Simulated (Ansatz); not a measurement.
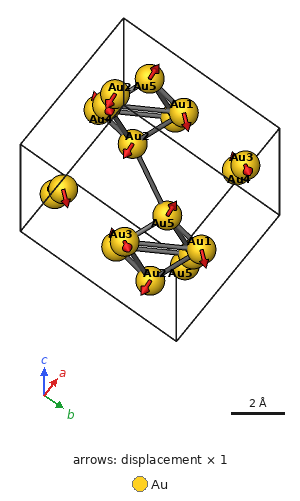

This is a relaxation of a crystal of Au (built on the S_148 type) (coarse preliminary run). The starting structure is drawn; red arrows show the displacements (the part carried along by the change of the cell is left out), at their true length.

The picture is a ball-and-stick view of the conventional cell (3 times the calculation's cell), seen from a free direction. Lengths and directions refer to the drawn axes.

Case: S type (R-3, No. 148).

All numbers below come from Ansatz 0.2.0, DFT PBE, scalar-relativistic, plane waves, PAW. Settings: plane-wave cutoff 420 eV; k-point mesh 6 × 6 × 6; occupations gaussian; smearing width 0.1 eV; no spin polarisation; cell and atoms relaxed; force threshold 0.04 eV/Å; at most 70 steps.

What did the optimiser do to the structure, and how much energy did it gain?

Answer. Over 10 accepted moves (12 points after the start) the energy falls by 7460 meV per atom. The largest force component goes from 31 to 0.0051 eV/Å. The pressure goes from 180.57 to −0.24 GPa. At 2 points the geometry stayed and the basis and grid were re-selected for the new cell (energy shift of 5.5 meV per atom at most each time). The largest moves relative to the cell, 0.78 Å, are those of Au atoms. The volume changes by −1.3 %, with a = b 10.009 → 9.041 Å (−9.7 %), c 3.928 → 4.749 Å (+20.9 %). Among the contacts that change: Au–Au 4.008 → 2.968 Å, Au–Au 1.922 → 2.906 Å, Au–Au 3.547 → 2.904 Å, Au–Au 3.201 → 2.810 Å. New bonds form: Au–Au (4.01 → 2.97 Å). Bond angles that change, for instance: Au–Au–Au 102.6° → 59.8°, Au–Au–Au 106.2° → 84.4°, Au–Au–Au 161.3° → 140.3°. The space group (tolerance 0.01 Å) goes from R-3 (No. 148) to R-3c (No. 167).
